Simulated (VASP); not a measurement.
System: AgCl, space group I-4m2, 2 atoms in the cell, zincblende type, epitaxial (xy) strain −5.9%.

```xyz
2
Lattice="0.0000 2.8178 3.3107 2.8178 0.0000 3.3107 2.8178 2.8178 0.0000" Properties=species:S:1:pos:R:3 pbc="T T T"
Ag    0.0000    0.0000    0.0000
Cl    1.4089    1.4089    1.6553
```

Level of theory: DFT, r2SCAN, plane waves, PAW, 8×8×8 k mesh, Gaussian smearing of 0.01 eV; code VASP 6.6.1.

What will the density of states look like?

There is a gap; over the k points computed it is 1.54 eV (direct among those points). The upper group of valence states starts about 2.4 eV under the valence-band top, with a gap beneath it; it holds about 10 electrons a cell. Within the window shown, the tallest peak of the filled states lies 2.1 eV under the valence-band top, at about 11 states per eV and cell.

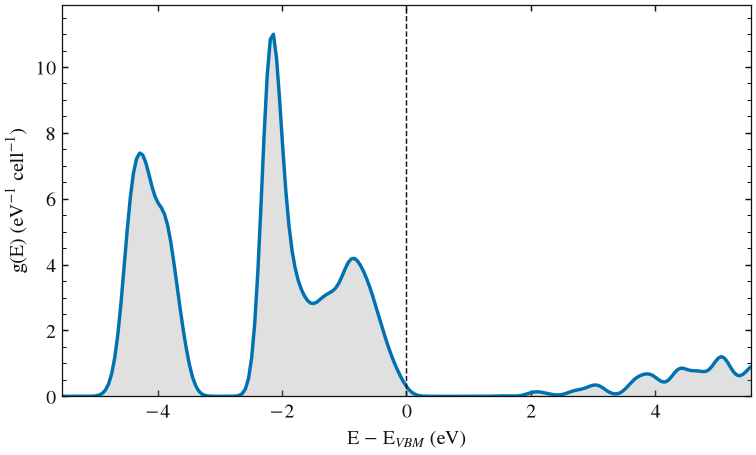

Density of states. Energies are counted from the top of the valence band. The curve is built from the levels of the k mesh with Gaussians 0.3 eV wide, which also blur the band edges.
